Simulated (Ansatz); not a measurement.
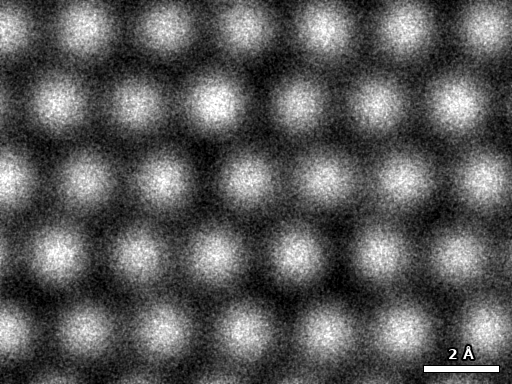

Dark-field STEM-like image of Cu (P6_3/mmc, No. 194). Simulated incoherent Z contrast: every atom adds Z^1.6 spread by a probe of 1.30 Å full width; channelling and multiple scattering are left out. The probe carries 15 % of its weight in a tail 2.5 times as wide. Shot noise and the speckle of an amorphous layer were added. Structure used: the geometry relaxed with DFT, r2SCAN, plane waves (500 eV) with PAW, scalar-relativistic in Ansatz 0.2.0; the starting structure was generated, so it need not be a known form of this composition.

```cif
data_structure
_symmetry_space_group_name_H-M 'P6_3/mmc'
_symmetry_Int_Tables_number 194
_cell_length_a 2.5288
_cell_length_b 2.5288
_cell_length_c 4.1387
_cell_angle_alpha 90.000
_cell_angle_beta 90.000
_cell_angle_gamma 120.000
_cell_volume 22.92
loop_
_atom_site_label
_atom_site_type_symbol
_atom_site_symmetry_multiplicity
_atom_site_Wyckoff_symbol
_atom_site_fract_x
_atom_site_fract_y
_atom_site_fract_z
_atom_site_occupancy
Cu1 Cu 2 c 0.33333 0.66667 0.25000 1
```

**Along which zone axis is the crystal seen: [100], [310], [001] or [102]? (Directions equivalent by symmetry count as one.)**

[100]. The projected cells are 2.19 × 4.14 Å, 90° for [100]; 0.83 × 4.14 Å, 90° for [310]; 2.53 × 2.53 Å, 120° for [001]; 1.21 × 2.19 Å, 90° for [102], and the image repeats as the [100] one does.
